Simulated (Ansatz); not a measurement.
Consider MgSnN.

Input file:

```
crystal:
  lattice:
    - [4.2020632689, 0.0, 0.0]
    - [0.0, 4.2020632689, 0.0]
    - [0.0, 0.0, 3.8274459324]
  atoms:
    - { symbol: Mg, position: [0.5, 0.5, 0.5] }
    - { symbol: Sn, position: [0.0, 0.0, 0.5] }
    - { symbol: "N", position: [0.5, 0.5, 0.0] }
basis:
  ecutwfc: 420
kpoints:
  mp_grid: { grid: [12, 12, 12] }
  band_path:
    path:
      - [[0.0, 0.0, 0.0], [0.0, 0.5, 0.0], [0.5, 0.5, 0.0], [0.0, 0.0, 0.0], [0.0, 0.0, 0.5], [0.0, 0.5, 0.5], [0.5, 0.5, 0.5], [0.0, 0.0, 0.5]]
      - [[0.0, 0.5, 0.0], [0.0, 0.5, 0.5]]
      - [[0.5, 0.5, 0.0], [0.5, 0.5, 0.5]]
    npoints: 14
hamiltonian:
  xc: pbe
scf:
  occupations: { method: gaussian, width: 0.1 }
  n_extra_bands: 7
output:
  forces: true
  stress: true
  eigenvalues: true
  populations: true
  dos: { projected: true, de: 0.02, nscf_kmesh: { grid: [15, 15, 15] } }
  bader: true
  write_density: true
  write_potential: true
  elf: true
  volumetric_format: npy
```

Run with:

```sh
ansatz run input.yaml --threads 1 --pin off --max-ram 2560MiB --backend cpu --events-out ev --progress --plain --runs-dir out
```

Below, planes, directions and counts refer to the conventional cell (a = 4.20 Å, b = 4.20 Å, c = 3.83 Å, α = 90.00°, β = 90.00°, γ = 90.00°).

Space group P4/mmm; a structure generated by program, which may or may not match a known phase; computed without spin polarisation.

These are results of DFT PBE, scalar-relativistic, plane waves, PAW in Ansatz, not measurements.

Q: What will maps of the valence pseudo-density and electron localisation function show?

A: Mg–N (1.91 Å): ρ is about 0.55 e/Å³ halfway; the ELF peaks at about 0.90 in the valence shell of N, 0.7 Å from its nucleus, and is about 0.45 at the midpoint.
Mg–Sn (2.97 Å): ρ at the midpoint is about 0.16 e/Å³, with its minimum of 0.11 e/Å³ about 1.1 Å from Mg; the ELF reaches about 0.55 near the midpoint.
Bader's partition of the density gives Mg +1.55, Sn −0.05 and N −1.50 e.

Q: How much charge does the calculation move between the atoms?

A: Electrons move from Mg towards N. Bader charges: Mg +1.55, Sn −0.05 and N −1.50 e.

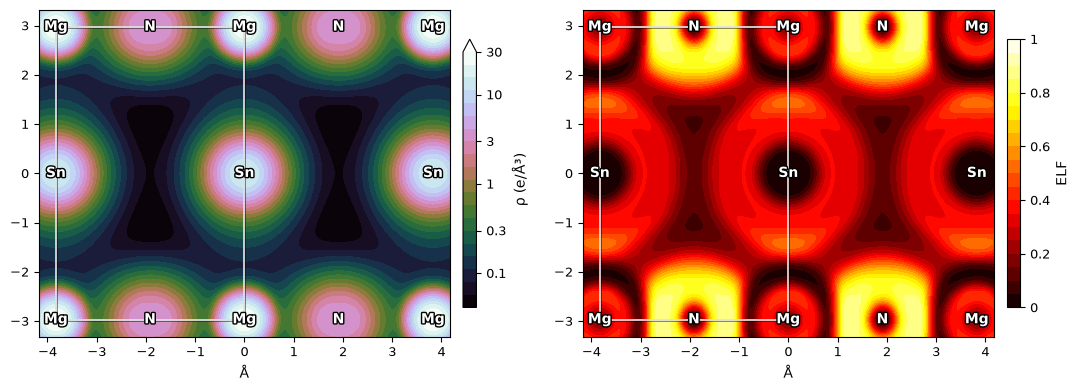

Computed valence pseudo-density and electron localisation function on the (11̄0) plane of the conventional cell, in this order. 
